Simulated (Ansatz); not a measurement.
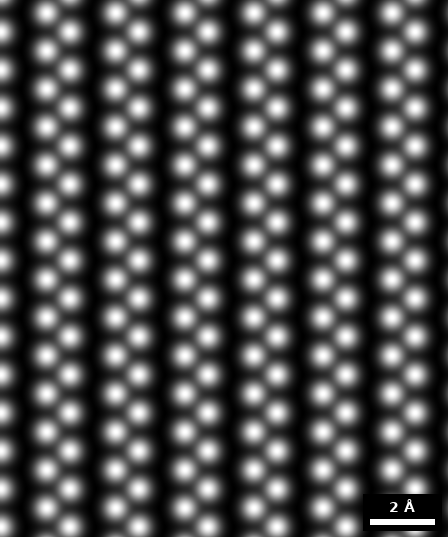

HAADF-like image of a crystal. Simulation: incoherent imaging, intensity Z^1.8 per atom, probe width 0.50 Å, thin sample. The probe carries 15 % of its weight in a tail 2.5 times as wide. The display is stretched by a gamma of 0.65; percentages refer to the linear signal.

### Give the net of the columns and its spacings.

The pattern repeats on a rectangular net of 1.2 × 2.2 Å.

### What is the plane group of the image?

p2mg: mirror lines in one direction, glide lines across them, twofold points on the glide lines.

### How many columns does the smallest repeating cell hold, and how many levels of brightness?

2 columns in the primitive cell of 2.6 Å², all of one brightness.

The crystal is Co (P6_3/mmc, No. 194) seen along [102]. Atomic positions: coordinates from a relaxation with DFT PBE, scalar-relativistic, plane waves, PAW in Ansatz 0.2.0; the starting structure was generated, so it need not be a known form of this composition.
